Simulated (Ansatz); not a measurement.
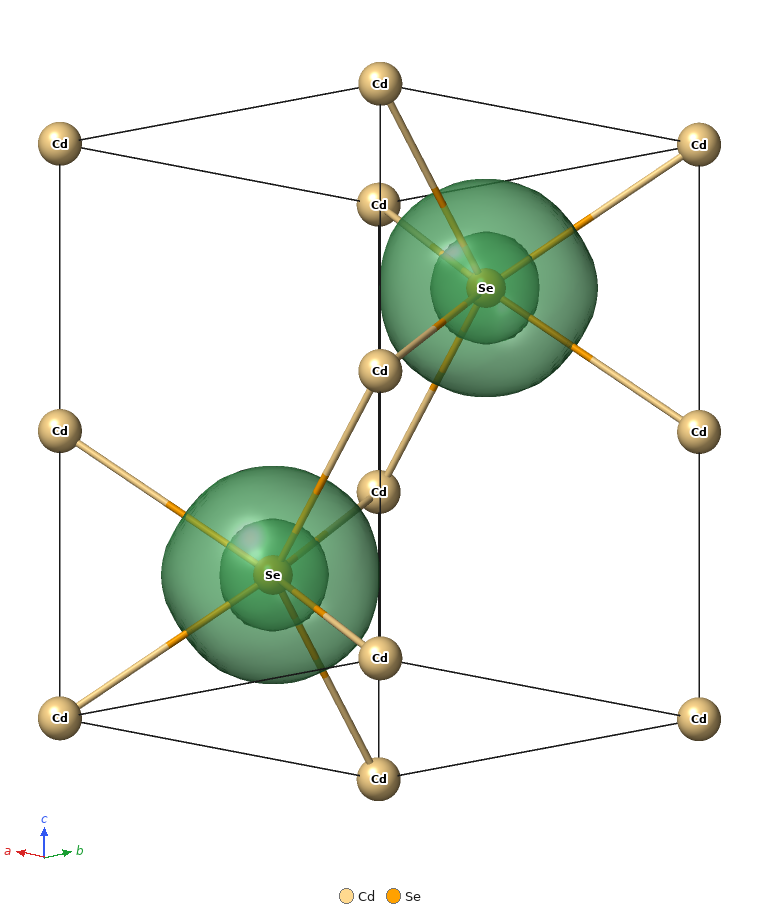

Figure 1: CdSe. Isosurface of the ELF at 0.7 (green), seen at an oblique angle. Only the valence region is drawn (cores and ρ < 0.01 e/Å³ removed). Sticks mark near contacts.

Space group P6₃/mmc; a structure generated by program, which may or may not match a known phase.

The calculation used DFT PBE, scalar-relativistic, plane waves, PAW in Ansatz 0.2.0.

The calculation's input:

```
crystal:
  lattice:
    - [4.0634045328, 0.0, 0.0]
    - [-2.0317022664, 3.5190115513, 0.0]
    - [0.0, 0.0, 6.6969154597]
  atoms:
    - { symbol: Cd, position: [0.0, 0.0, 0.0] }
    - { symbol: Cd, position: [0.0, 0.0, 0.5] }
    - { symbol: Se, position: [0.3333333333, 0.6666666667, 0.75] }
    - { symbol: Se, position: [0.6666666667, 0.3333333333, 0.25] }
basis:
  ecutwfc: 420
kpoints:
  mp_grid: { grid: [12, 12, 8] }
  band_path:
    path:
      - [[0.0, 0.0, 0.0], [0.5, 0.0, 0.0], [0.33333333, 0.33333333, 0.0], [0.0, 0.0, 0.0], [0.0, 0.0, 0.5], [0.5, 0.0, 0.5], [0.33333333, 0.33333333, 0.5], [0.0, 0.0, 0.5]]
      - [[0.5, 0.0, 0.5], [0.5, 0.0, 0.0]]
      - [[0.33333333, 0.33333333, 0.5], [0.33333333, 0.33333333, 0.0]]
    npoints: 14
hamiltonian:
  xc: pbe
scf:
  occupations: { method: gaussian, width: 0.1 }
  n_extra_bands: 10
output:
  forces: true
  stress: true
  eigenvalues: true
  populations: true
  dos: { projected: true, de: 0.02, nscf_kmesh: { grid: [15, 15, 10] } }
  bader: true
  write_density: true
  write_potential: true
  elf: true
  volumetric_format: npy
```

Run with:

```sh
ansatz run input.yaml --threads 1 --pin off --max-ram 2048MiB --backend cpu --events-out ev --progress --plain --runs-dir out
```

Below, planes, directions and counts refer to the conventional cell (a = 4.06 Å, b = 4.06 Å, c = 6.70 Å, α = 90.00°, β = 90.00°, γ = 120.00°).

Where are the electrons localised?

At this value the surface marks out two regions wrapped around Se (the valence shell of each), counted in one cell of 4 atoms. Any copies at cell faces, edges or corners count once. Profiles from the grid: Cd–Se (2.88 Å): the ELF is about 0.30 at the midpoint and 0.15 at its lowest between the atoms.
